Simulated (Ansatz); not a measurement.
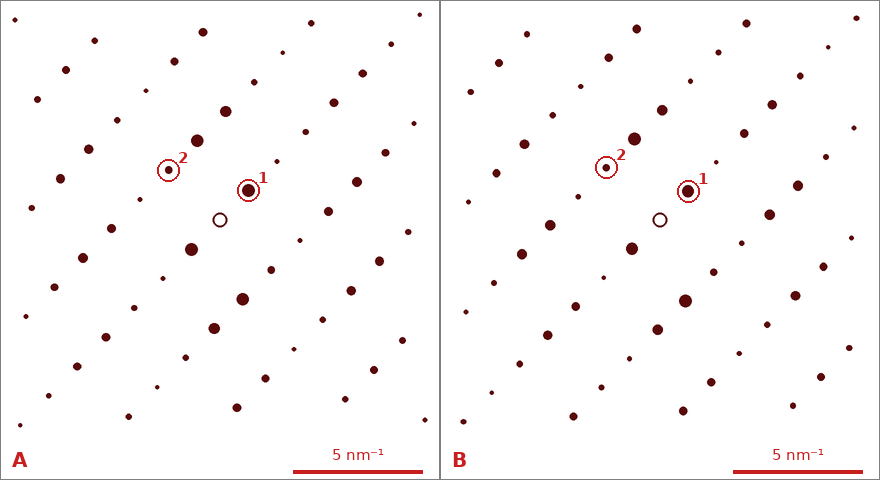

Kinematic electron diffraction patterns (300 kV, B = 0.5 Å², same scale) along [110] of the run's own cell, for the start and the end of one relaxation of EuS2 with DFT PBE, scalar-relativistic, plane waves, PAW (Ansatz 0.2.0). k mesh 10×10×6. The start is a generated model structure, and the relaxation ends in the nearest stationary point of its symmetry, not necessarily the ground state. Spot 1 is 0 0 -1 and spot 2 is -1 1 0 in both.

Start structure:

```
CELL_PARAMETERS angstrom
3.96111 0.00000 0.00000
-1.98056 3.43042 0.00000
0.00000 0.00000 6.39009
ATOMIC_POSITIONS crystal
Eu 0.00000 0.00000 0.00000
S 0.33333 0.66667 0.25200
S 0.66667 0.33333 0.74800
```

> Which pattern belongs to the start structure, and which to the relaxed one?

B is the start: its cell gives d(1) = 6.390 Å, d(2) = 3.430 Å and an angle of 90.0°. A is the relaxed structure, with d(1) = 6.283 Å (-1.7 %), d(2) = 3.590 Å (+4.6 %) and 90.0°.

> Name reflections whose intensity changes strongly on relaxation.

0 0 3 goes from 19 to 4.2 % of the strongest spot; 1 -1 -4 goes from 3 to 12 % of the strongest spot; 1 -1 -2 goes from 45 to 24 % of the strongest spot.

> Summarise the relaxation behind the change.

The volume changed by +7.7 % to 31.16 Å³ an atom; with the mean shift removed, the atoms moved by up to 0.22 Å relative to the cell (S most); the space group stayed P-3m1 (No. 164); the free energy fell by 64 meV an atom. Relaxed cell: a = 4.145 Å, b = 4.145 Å, c = 6.283 Å, α = 90.00°, β = 90.00°, γ = 120.00°.
